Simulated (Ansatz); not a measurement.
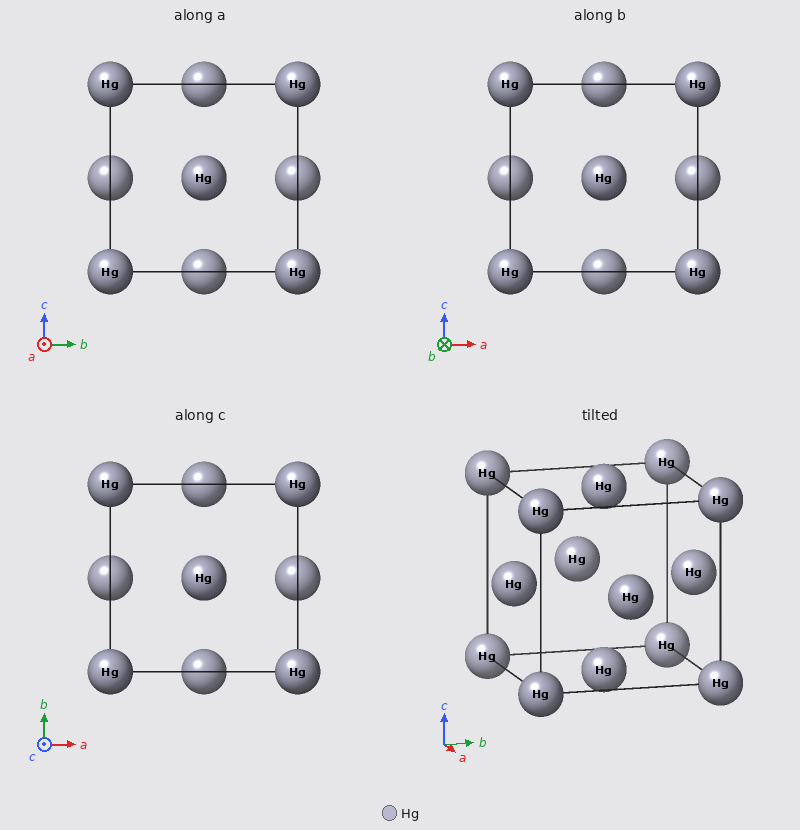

Spheres-only representation of a periodic structure, projected along the a axis, along the b axis, along the c axis and slightly off an axis. The frame is the conventional unit cell; atoms at its boundary are shown with their periodic copies.

Lattice parameters: a = 5.2341 Å, b = 5.2341 Å, c = 5.2341 Å, α = 90.000°, β = 90.000°, γ = 90.000°.

Q: Transcribe the picture into a CIF with its space group and independent sites.

A:
```cif
data_structure
_symmetry_space_group_name_H-M 'F m -3 m'
_symmetry_Int_Tables_number 225
_cell_length_a 5.2341
_cell_length_b 5.2341
_cell_length_c 5.2341
_cell_angle_alpha 90.000
_cell_angle_beta 90.000
_cell_angle_gamma 90.000
_cell_volume 143.39
loop_
_atom_site_label
_atom_site_type_symbol
_atom_site_symmetry_multiplicity
_atom_site_Wyckoff_symbol
_atom_site_fract_x
_atom_site_fract_y
_atom_site_fract_z
_atom_site_occupancy
Hg1 Hg 4 a 0.0000 0.0000 0.0000 1
```

The structure comes from a structure type filled with this element by a generator (whether the element takes this form wasn't checked). Earlier steps of the study may have refined or changed the cell and positions. It was the input of a calculation with Ansatz.
